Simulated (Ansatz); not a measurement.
Run report: Be, field-gradient calculation

- system: Be (1 atom in the cell)
- method: DFT, PBE, PAW with Ansatz's default frozen-core files, scalar-relativistic, no spin polarisation (Ansatz 0.2.0)

The structure derives from a Materials Project entry. Its volume is 1.02 times that of the source entry. It belongs to a series of runs on one base structure; here: volume scaled by 1.02, PAW files. Figures and captions count atoms from 1; the log counts them from 0 in places.

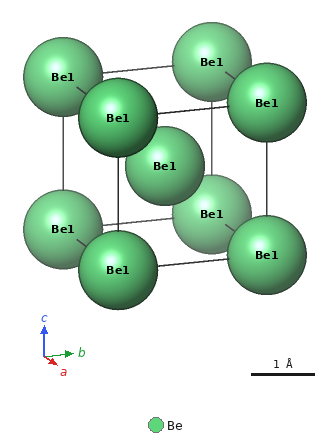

*The input geometry (spheres-only view of the cell 2 times as large as that of the calculation, set on its symmetry axes, seen slightly off an axis; atoms are numbered from 1 in the order of the input).*

## Input
```yaml
crystal:
  lattice:
    - [-1.2614200074, 1.2614200074, 1.2614200074]
    - [1.2614200074, -1.2614200074, 1.2614200074]
    - [1.2614200074, 1.2614200074, -1.2614200074]
  atoms:
    - { symbol: Be, position: [0.0, 0.0, 0.0] }
kpoints:
  mp_grid: { grid: [23, 23, 23] }
scf:
  occupations: { method: fermi_dirac, width: 0.03 }
hamiltonian:
  xc: pbe
  pseudopotentials: { kind: paw }
output:
  forces: true
  stress: true
  eigenvalues: true
  efg: { contact_densities: true }
  write_density: true
  write_potential: true
  elf: true
  volumetric_format: npy
```

Hardware: 1 thread of Intel Xeon (Sapphire Rapids), 64 GiB of memory available, shared host.

Launched with:
```bash
ansatz run input.yaml --threads 1 --pin off --max-ram 3072MiB --backend cpu --events-out ev --progress --plain --runs-dir out
```

## Output
```
Engine: ansatz 0.2.0, x86_64-unknown-linux-gnu
Pseudopotentials: kind: paw
Pseudopotential: Be, paw, valence charge 2, recommended cutoff 420 eV (normal), Be.paw.azcp
Functional definition: PBE
  parameter kappa = 0.804
  parameter beta = 0.06672455060314922
  exchange = pbe_x(kappa = kappa, mu = beta*pi^2/3)
  correlation = pbe_c(beta = beta)
Crystal: 1 atoms, lattice volume = 8.029 Å³
Basis set: ecut = 420 eV, 141 PW (Γ), exchange–correlation on 30×30×30 points (8 copies of the dense FFT grid, shifted against one another)
Bands: 5, of which v1, the nominal top of the filled ones, is band 1 counted from 1 (0 counted from 0)
Symmetry: 48 space group operations
Space group: Im-3m (ITA 229), of the structure as read, at distance tolerance 2.0e-5 Å
k-points: 364 of 12167
Non-local potential: Be, projectors of the file, l = 0: 2, l = 1: 2, l = 2: 1
PAW form: soft (Blöchl's): semilocal exchange-correlation on the pseudo side does not see the compensation charge
PAW one-centre angular grid: Be, 110 points (default); XC on 64 Gauss nodes
Initial density: superposition of atomic densities (neutral atoms: chi_scale 0, normalization atom), corrected by the library's trained network
Initial wavefunctions: pseudopotential atomic-orbital guess
Functional: x = pbe(κ = 0.804, μ = 0.2195149727645171), c = pbe(β = 0.06672455060314922)
SCF iter   1: F=—  HF=-92.660251 eV  |F-HF|=—  |Δ(HF+E_count)|=         —  Δρ=5.17e-4  dr2=8.81e-6  ethr=1.77e-3  ⟨swp⟩=4.4  Hψ=17345  notcnv=0
preconditioner: auto → none  [insulator: Δε(μ)=0.075 eV  Ē_g=18.674 eV  σ=0.030 eV  W_gap=0.55  n_scr=0 (ndim 8)  ℏωp=18.5 eV  f_vac=0.000  D(μ)=0.19/eV (n_scr^D=0)  ε∞_Penn≈2.0]
SCF iter   2: F=—  HF=-92.660285 eV  |F-HF|=—  |Δ(HF+E_count)|=   3.36e-5  Δρ=2.62e-4  dr2=2.28e-6  ethr=4.41e-7  ⟨swp⟩=1.9  Hψ=5052  notcnv=0
iter 3 did not close the SCF: its close was put off for the readings that it lacked (scf_convergence_deferred on its scf_iter line)
SCF iter   3: F=-92.660271 eV  HF=-92.660271 eV  |F-HF|=9.98e-10  |Δ(HF+E_count)|=   1.38e-5  Δρ=6.48e-6  dr2=1.74e-9  ethr=1.14e-7  ⟨swp⟩=1.1  Hψ=1976  notcnv=0
iter 4 did not close the SCF: its close was put off for the readings that it lacked (scf_convergence_deferred on its scf_iter line)
SCF iter   4: F=-92.660271 eV  HF=-92.660271 eV  |F-HF|=1.90e-11  |Δ(HF+E_count)|=   4.63e-9  Δρ=2.01e-6  dr2=9.37e-11  ethr=8.71e-11  ⟨swp⟩=1.9  Hψ=2254  notcnv=0
iter 5 did not close the SCF: its close was put off for the readings that it lacked (scf_convergence_deferred on its scf_iter line)
SCF iter   5: F=-92.660271 eV  HF=-92.660271 eV  |F-HF|=3.69e-13  |Δ(HF+E_count)|=  2.47e-11  Δρ=2.22e-7  dr2=1.66e-12  ethr=4.69e-12  ⟨swp⟩=2.0  Hψ=2294  notcnv=0
SCF iter   6: F=-92.660271 eV  HF=-92.660271 eV  |F-HF|=2.84e-14  |Δ(HF+E_count)|=  3.27e-13  Δρ=3.30e-8  dr2=3.31e-14  ethr=1.00e-12  ⟨swp⟩=2.9  Hψ=5179  notcnv=0
SCF 1 converged in 6 iterations: F = -92.660271 eV  dr2 = 3.31e-14
  greatest PAW one-centre occupation: 0.344 electrons in one spin orbital (limit 2), on the Be atom at site 0 (counted from 0), in its partial waves of l = 0
```

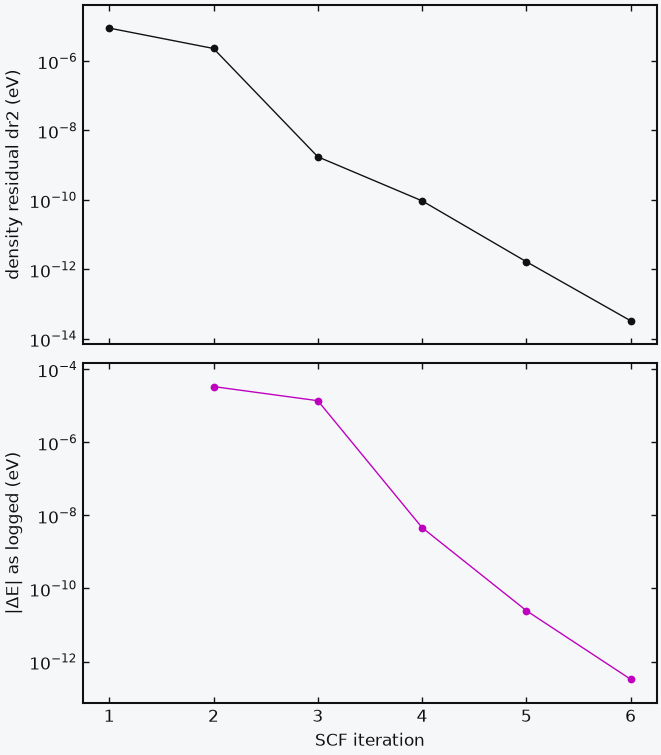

*Convergence of the self-consistent field: density residual dr2 and size of the energy change against the SCF iteration.*

The residual falls at every step.

```
SCF converged after 6 iterations
Free energy (F): -92.660271 eV
Harris-Foulkes:  -92.660271 eV  (|F-HF|=2.84e-14)
Internal energy: -92.659672 eV  (E = F + TS)
E sigma→0 (E₀):  -92.659971 eV
Entropy (-TS):   -0.000599 eV (-0.599 meV/atom)
Fermi energy:    8.881454 eV
--- Per-component energies (eV) ---
  E_band       = 6.043084
  E_kinetic    = 20.937829
  E_local      = 2.916950  (includes V_loc(G=0)·N_el)
  E_nonlocal   = 4.250341
  E_hartree    = 0.018242
  E_xc         = -19.709277
  E_vxc        = -20.711963  (∫ρ·V_xc dr)
  E_paw        = -59.530360  (= ΣΔE_a)
  E_vpaw       = -1.386557  (= ΣTr[D̂ρ^β])
  E_aug_tail   = -0.000001  (compensation charges beyond the density's cutoff)
  E_ewald      = -41.543396
  E_smearing   = -0.000599  (= −TS)
  E_closure    = 0.000000  (closes the sum)
  Σ components = -92.660271   (vs F -92.660271, Δ=0.00e0)
--- Forces (eV/Å), atoms counted from 1 ---
  atom   1  Be     0.00000000    -0.00000000    -0.00000000
  max |Σ_I F_I| component: 1.54e-32 eV/Å
--- Stress (GPa, compression-positive) ---
       -3.193751       0.000000       0.000000
       -0.000000      -3.193751      -0.000000
        0.000000      -0.000000      -3.193751
  P = ⅓ Tr σ = -3.1938 GPa (-31.938 kbar)
--- PAW observables at the nuclei: V_zz in 10²¹ V/m², potentials from the cell's mean, atoms counted from 1 ---
  atom   1  Be V_zz =    +0.000000   η = 0.0000   by run symmetry: forbidden
            electrostatic potential = -242.259920 V   contact ρ = 238.335366 e/Å³
--- Band table (eV; the first three rows and the last of 364) ---
  k-point 0: bands = ["-3.2804", "27.8631", "27.8631", "27.8631", "39.1128"]
  k-point 1: bands = ["-3.2146", "27.5411", "27.5939", "27.7855", "38.2065"]
  k-point 2: bands = ["-3.0171", "26.5564", "26.8962", "27.5608", "36.3839"]
  k-point 363: bands = ["12.3192", "12.7763", "12.7763", "18.5918", "19.0261"]
```

## File rho_z.tsv
```
# z_ang	rho[e/angstrom^3]
# format = ansatz-planar-average/11
# lattice	-1.261420007	1.261420007	1.261420007
# lattice	1.261420007	-1.261420007	1.261420007
# lattice	1.261420007	1.261420007	-1.261420007
# sites	1
# site	4	0.000000000	0.000000000	0.000000000
0.000000	2.382905e-1
0.145656	2.400239e-1
0.291312	2.443250e-1
0.436969	2.491446e-1
0.582625	2.526665e-1
0.728281	2.542734e-1
0.873937	2.544869e-1
1.019594	2.542581e-1
1.165250	2.542581e-1
1.310906	2.544869e-1
1.456562	2.542734e-1
1.602219	2.526665e-1
1.747875	2.491446e-1
1.893531	2.443250e-1
2.039187	2.400239e-1
```

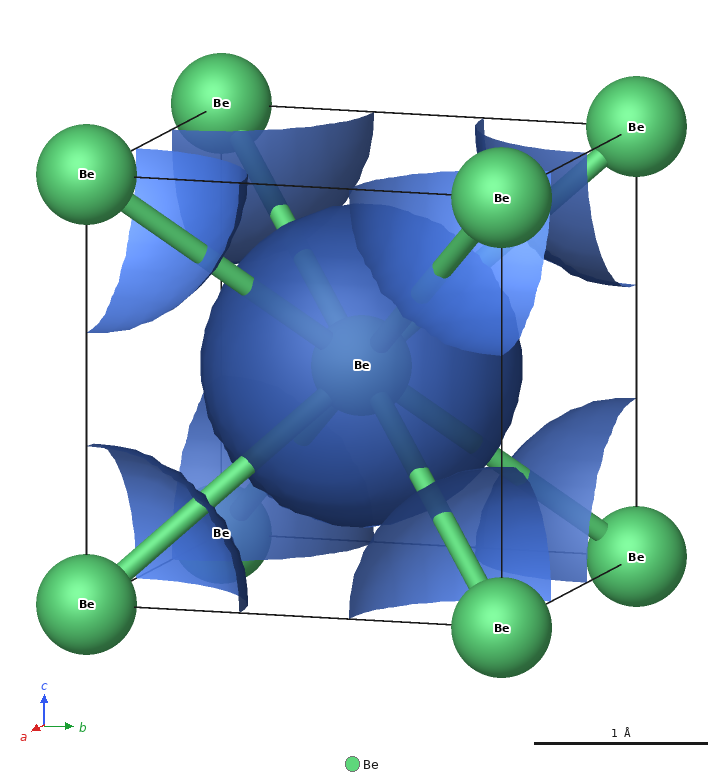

*Isosurface of the electron localisation function at 0.55 (blue), seen slightly off an axis. Core shells and regions of very low density are left out. Sticks mark near contacts. The outline is the cell set on symmetry axes.*

Values along the shortest contacts: Be–Be (2.18 Å): the ELF is about 0.60 at the midpoint, which marks metallic bonding. Core electrons are frozen (PAW), so the fields are smoothed inside the atomic spheres.

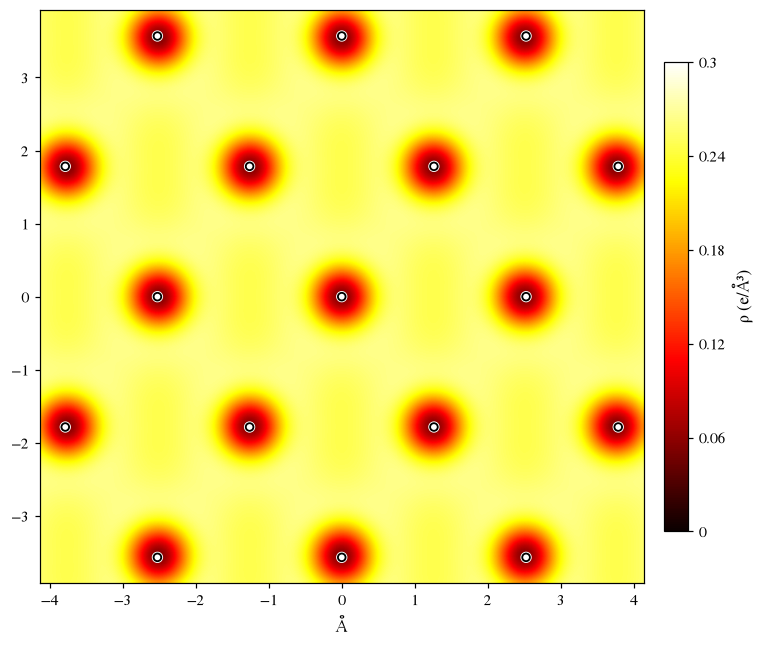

*Valence electron density on the (11̄0) plane of the conventional cell. Circles mark the nuclei in the plane (Be).*

Be–Be (2.18 Å): ρ is about 0.26 e/Å³ halfway. Away from the nuclei the density in this plane falls to 0.25 e/Å³ at its lowest.

## Results in brief

```json
{"quantity": "outcome", "value": "converged"}
{"quantity": "space group (tolerance 0.01 Å)", "value": "Im-3m (229)"}
{"quantity": "electrons treated", "value": "2"}
{"quantity": "free energy", "value": "−92.6603 eV"}
{"quantity": "Fermi energy", "value": "8.881 eV"}
{"quantity": "pressure", "value": "−3.19 GPa"}
{"quantity": "field gradient V_zz (10²¹ V/m²)", "value": "zero at all sites"}
{"quantity": "largest force (length of the vector)", "value": "under 0.001 eV/Å"}
{"quantity": "wall time", "value": "1.6 s"}
{"quantity": "peak memory", "value": "0.35 GiB"}
```
